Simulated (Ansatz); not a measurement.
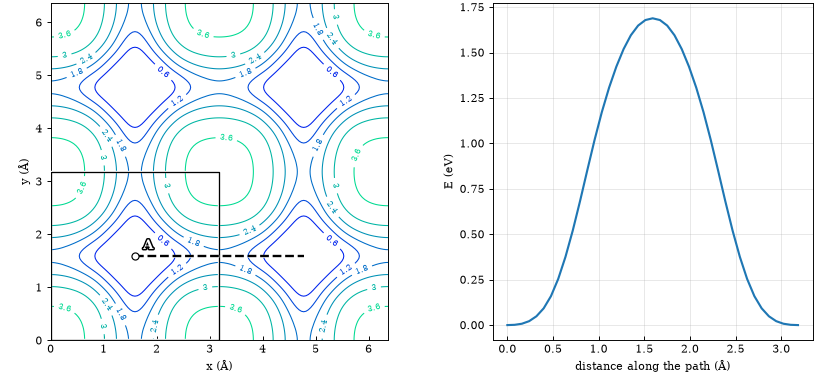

C on a W(100) slab cut from the Im-3m phase, its upper half relaxed before the scan (16 atoms of substrate and one adsorbate in a 2 × 2 cell). C is moved over the surface cell; relaxed at each place: the height of the adsorbate's atoms; substrate rigid; the origin of the map has the adsorbate above W13. Places are given modulo a cell vector. The map is drawn in real space over the plane of the surface. The scan uses an 8 × 8 grid; 15 points were computed and 49 follow by symmetry. Places are given in fractions of the 1 × 1 surface cell. All energies are given in eV relative to the lowest grid point. Computed with DFT PBE, scalar-relativistic, plane waves, PAW in Ansatz 0.2.0. Settings: cutoff 420 eV, k-mesh 4×4×1, gaussian smearing 0.1 eV, no spin polarisation.

In the figure: contour lines labelled in eV, a line along the lowest path, the outline of one cell of the 2 × 2 shown, the energy along the path at the right, the start A. Between grid points the surface is interpolated.

Q: Describe the path and its barrier.

A: The easiest path leads from the well at a fourfold hollow over a second-layer W atom, (4/8, 4/8) of the cell vectors to its copy one period on. Its highest point lies about 1.7 eV above the bottom of the first well on the interpolated surface, at a bridge site between two W atoms, (0/8, 4/8) of the cell vectors. This is the barrier on the constrained surface; relaxing the other coordinates would change it.

PAW datasets: the set soft_1.
